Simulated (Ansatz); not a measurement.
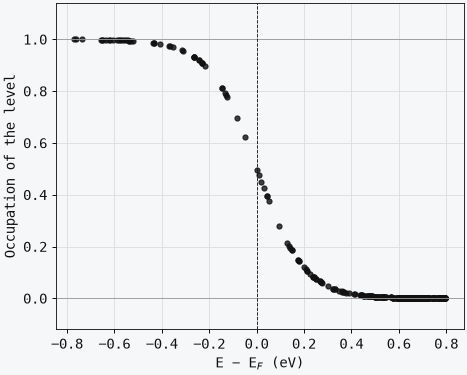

Occupations of the one-electron levels of the k mesh against their energy, from a run on Gd, space group P6_3/mmc, 2 atoms in the cell, with Ansatz.

Name the smearing function and its width.

Fermi-Dirac smearing with a width of 0.1 eV. The occupations stay between 0 and 1 and have long exponential tails; the slope at the Fermi level is 1/(4 × width).
